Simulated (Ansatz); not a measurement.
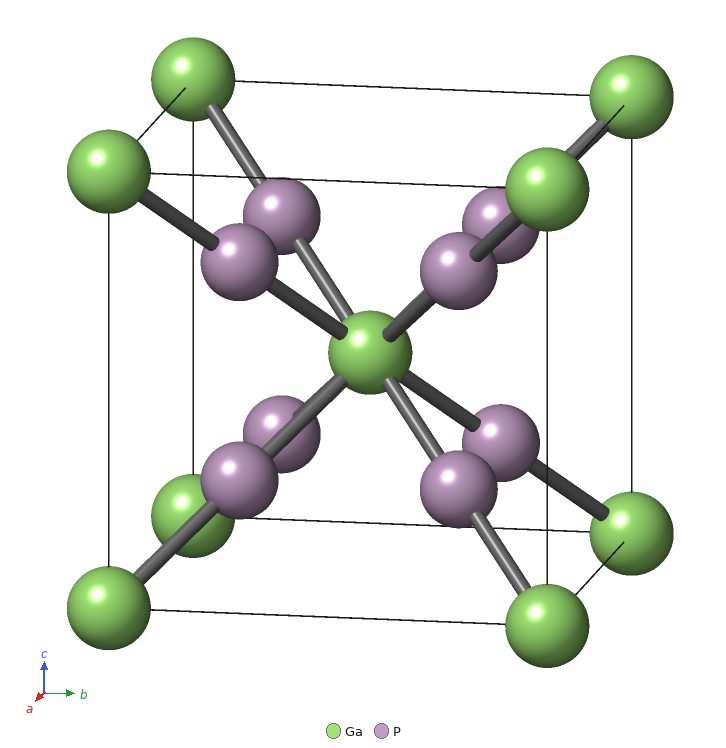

Ball-and-stick representation of a periodic structure, projected slightly off an axis. The conventional unit cell is drawn as a box. Cell: a = 5.70 Å, b = 5.70 Å, c = 5.70 Å, α = 90.00°, β = 90.00°, γ = 90.00°.

It goes back to a structure type filled with these elements by a generator (whether the compound takes this form wasn't checked). Earlier steps of the study may have refined or changed the cell and positions. It was the input of a calculation with Ansatz.

What is this?

Answer. The structure is one of GaP$_{4}$. It belongs to space group Im-3m (No. 229) and has a body-centred cubic lattice. The cell has 10 atoms, namely 2 Ga, 8 P. The coordination shell of Ga holds eight P in a cubic arrangement at about 2.5 Å. The P atoms are each bonded to two Ga in a linear arrangement at about 2.5 Å. The bonds build a three-dimensional framework.

Results below were computed with Ansatz 0.2.0, DFT PBE, scalar-relativistic, plane waves, PAW; the settings were E_cut = 420 eV, k-points about 0.16 Å⁻¹ apart, Gaussian smearing of 0.1 eV, no spin polarisation.

What is the electronic character?

Answer. A metal: bands cross the Fermi level.

State the Bader charges by element.

Answer. Ga +0.78 e; P -0.19 e.

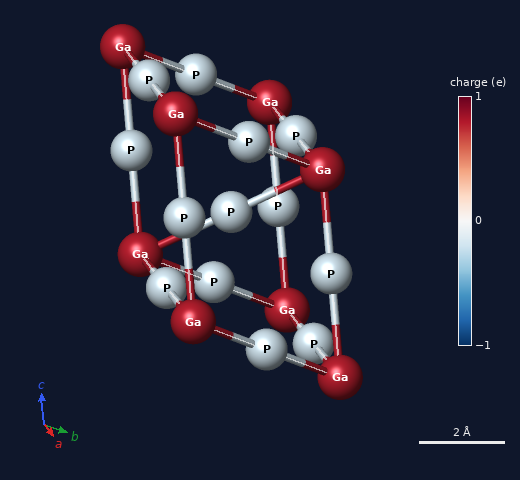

The atoms coloured by those charges. The run's cell of 5 atoms is drawn, so axes and origin can differ from the first picture.

Is the structure relaxed at this level of theory?

Answer. Yes. All forces vanish to within 0.01 eV/Å. The pressure is 0.0 GPa, close to zero.
